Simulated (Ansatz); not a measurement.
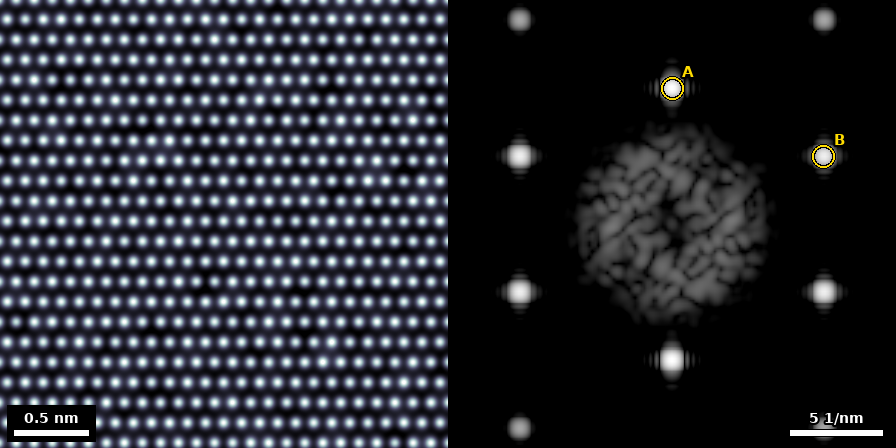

HAADF-like image of Co (Im-3m, No. 229) along [210]. Simulation: incoherent imaging, intensity Z^1.7 per atom, probe width 0.63 Å, thin sample. The speckle of an amorphous layer was added. Structure: coordinates from a relaxation with DFT, LDA (PW92), plane waves (420 eV) with PAW, scalar-relativistic in Ansatz 0.2.0; the starting structure was generated, so it need not be a known form of this composition.

The right panel is the modulus of the image's Fourier transform on a logarithmic scale.

a = 2.700 Å, b = 2.700 Å, c = 2.700 Å, α = 90.00°, β = 90.00°, γ = 90.00°

### Index the marked spots and give their plane spacings (the zone axis points at the viewer; indices equivalent by symmetry, or all signs reversed, are as good).

A: (002), d = 1.35 Å; B: (-1 2 1), d = 1.10 Å. A and B enclose 66°, and every spot obeys the zone law hu + kv + lw = 0 for [210].
